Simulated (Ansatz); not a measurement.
```cif
data_structure
_symmetry_space_group_name_H-M 'P 1'
_symmetry_Int_Tables_number 1
_cell_length_a 3.9772
_cell_length_b 3.9772
_cell_length_c 3.9603
_cell_angle_alpha 90.000
_cell_angle_beta 90.000
_cell_angle_gamma 90.000
_cell_volume 62.65
loop_
_atom_site_label
_atom_site_type_symbol
_atom_site_fract_x
_atom_site_fract_y
_atom_site_fract_z
_atom_site_occupancy
Al1 Al 0.00000 0.00000 0.00000 1
As1 As 0.50000 0.00000 0.43418 1
As2 As 0.00000 0.50000 0.56582 1
```

Space group P-4m2; a structure generated by program, which may or may not match a known phase; computed without spin polarisation.

Level of theory: DFT PBE, scalar-relativistic, plane waves, PAW in Ansatz.

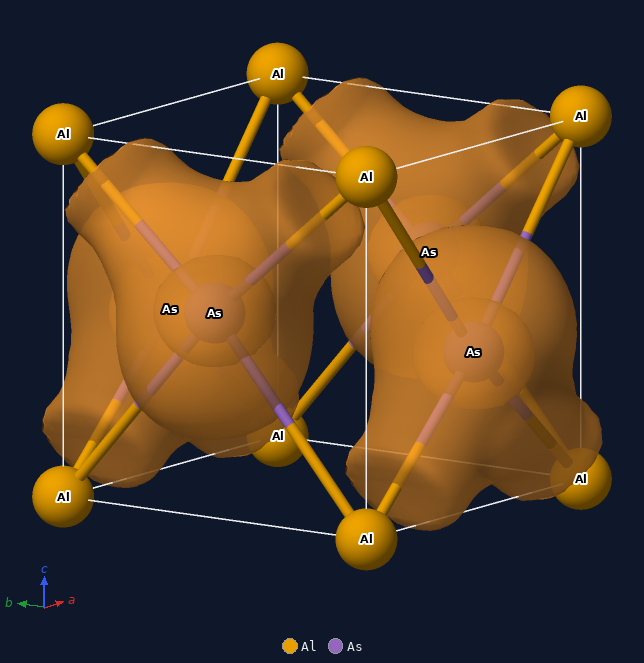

AlAs$_{2}$. Isosurface of the electron localisation function at 0.55 (orange), seen at an oblique angle. Core shells and regions of very low density are left out. Sticks mark near contacts.

### Identify the bonds, lone pairs and shells in this picture.

The ELF exceeds this value in two regions on As in which the atom's valence shell and bonds are merged, counted in one cell of 3 atoms. Any copies at cell faces, edges or corners count once.

Values along the shortest contacts:
Al–As (2.63 Å): the ELF peaks at about 0.80 between the atoms. Al–As (3.00 Å): the ELF is about 0.40 at the midpoint.
